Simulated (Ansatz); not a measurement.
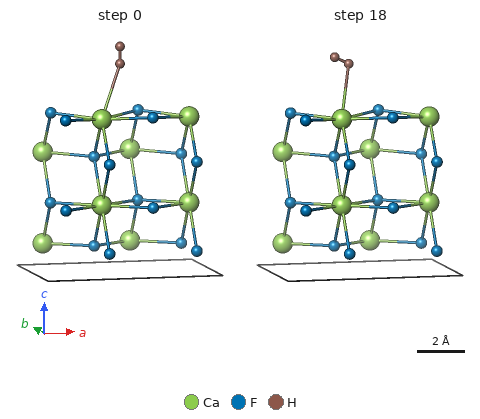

The structure of a slab of composition Ca₄HF₈ (cut from the Fm-3m phase) before (left) and after (right) a constrained relaxation, at one scale.

Style: ball-and-stick. Shown: the cell of the calculation, outlined in the plane, without the vacuum (origin shifted), slightly off an axis.

Case: 1 H2 a cell, upright, over a bridge F-Ca site. The slab is the (1 1 0) face of CaF2 with H2 on it. 12 atoms are held fixed.

Method: DFT PBE+D3(BJ), scalar-relativistic, plane waves, PAW (Ansatz).

Input
```yaml
crystal:
  lattice:
    - [7.7347822766, 0.0, 0.0]
    - [0.0, 5.4693169988, 0.0]
    - [0.0, 0.0, 24.5510867075]
  atoms:
    - { symbol: Ca, position: [0.25, 0.5, 0.3258511566] }
    - { symbol: Ca, position: [0.75, 0.5, 0.3258511566] }
    - { symbol: F, position: [0.5, 0.75, 0.3258511566] }
    - { symbol: F, position: [0.0, 0.75, 0.3258511566] }
    - { symbol: F, position: [0.5, 0.25, 0.3258511566] }
    - { symbol: F, position: [0.0, 0.25, 0.3258511566] }
    - { symbol: Ca, position: [0.5, 0.0, 0.4046132738] }
    - { symbol: Ca, position: [0.0, 0.0, 0.4046132738] }
    - { symbol: F, position: [0.75, 0.25, 0.4046132738] }
    - { symbol: F, position: [0.25, 0.25, 0.4046132738] }
    - { symbol: F, position: [0.75, 0.75, 0.4046132738] }
    - { symbol: F, position: [0.25, 0.75, 0.4046132738] }
    - { symbol: Ca, position: [0.75, 0.5, 0.4872978635] }
    - { symbol: Ca, position: [0.25, 0.5, 0.4872978635] }
    - { symbol: F, position: [0.0, 0.7487728125, 0.4834463443] }
    - { symbol: F, position: [0.5, 0.7487728125, 0.4834463443] }
    - { symbol: F, position: [0.0, 0.2512271875, 0.4834463443] }
    - { symbol: F, position: [0.5, 0.2512271875, 0.4834463443] }
    - { symbol: Ca, position: [0.0, 0.0, 0.5564854831] }
    - { symbol: Ca, position: [0.5, 0.0, 0.5564854831] }
    - { symbol: F, position: [0.25, 0.2382663686, 0.5637080899] }
    - { symbol: F, position: [0.75, 0.2382663686, 0.5637080899] }
    - { symbol: F, position: [0.25, 0.7617336314, 0.5637080899] }
    - { symbol: F, position: [0.75, 0.7617336314, 0.5637080899] }
    - { symbol: H, position: [0.625, 0.1191331843, 0.6500586464] }
    - { symbol: H, position: [0.625, 0.1191331843, 0.6806071924] }
basis:
  ecutwfc: 420
kpoints:
  mp_grid: { grid: [2, 3, 1] }
hamiltonian:
  xc: pbe
  dispersion: d3bj
scf:
  occupations: { method: gaussian, width: 0.05 }
output:
  forces: true
  eigenvalues: true
  write_density: true
  write_potential: true
  elf: true
  volumetric_format: npy
relax:
  adjacent_minimum: "off"
  f_tol: 0.04
  max_steps: 100
  constraints: [{ sites: [0, 1, 2, 3, 4, 5, 6, 7, 8, 9, 10, 11] }]
efield:
  axis: 3
  dipole_correction: true
  ramp_width: 0.04
```

Launched with:
```bash
ansatz run input.yaml --threads 4 --pin off --max-ram 10240MiB --backend cpu --events-out ev --progress --plain --runs-dir out
```

### Summarise the run.

After 15 accepted moves (18 points after the start) the energy has fallen by 98.6 meV per cell of the calculation. The largest force component goes from 0.19 to 0.011 eV/Å. The line search rejected the trial step at point 4 of the run. 2 steps only repeated the SCF at the same geometry. The forces were under the threshold at step 11, but the run went on from there. The atom that moves furthest is H26 (1.25 Å at 66° to the normal (−c side)). By element the largest moves are H 1.25 Å, F 0.02 Å, Ca 0.01 Å. The lattice vectors keep their values. Near-neighbour distances that change, for instance: Ca20–H25 2.576 → 2.699 Å, Ca20–F22 2.339 → 2.359 Å, Ca19–F21 2.339 → 2.327 Å, Ca14–F21 2.360 → 2.353 Å. The run took 3.6 min on 4 threads of Intel(R) Xeon(R) Platinum 8488C (Sapphire Rapids), on a shared host, peak memory 2.2 GiB.

Limits of the set-up: the periodic images lie only 5.5 Å apart, so the values are limited by the cell's size.
